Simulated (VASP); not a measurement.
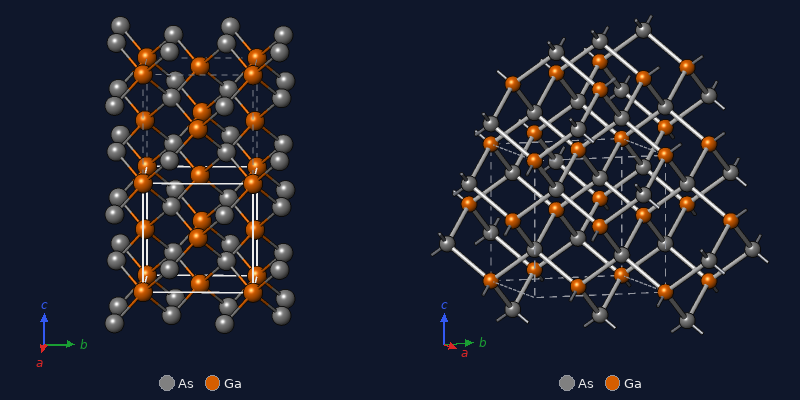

Left: the structure. Right: its underlying net. Nodes are coloured by element. Edges to nodes outside the piece are drawn as stubs.

GaAs (space group F-43m, No. 216): the end point of a relaxation with VASP Kohn-Sham DFT of a periodic cell, vdW-DF, VASP PAW PBE potentials, recommended in VASP 6.6.1.

Bonds are taken as As–Ga below 2.8 Å; no other contact counts. The graph is simplified in the usual way: terminal and isolated atoms are pruned, two-connected atoms become edges.

The result is a uninodal 4-connected, three-periodic net: As and Ga are 4-connected nodes. It is the dia net, known from diamond, zinc blende and cristobalite. It is a single net, without interpenetration.

```
     node  links  point symbol  coordination sequence
As and Ga      4            6⁶          4 12 24 42 64
```
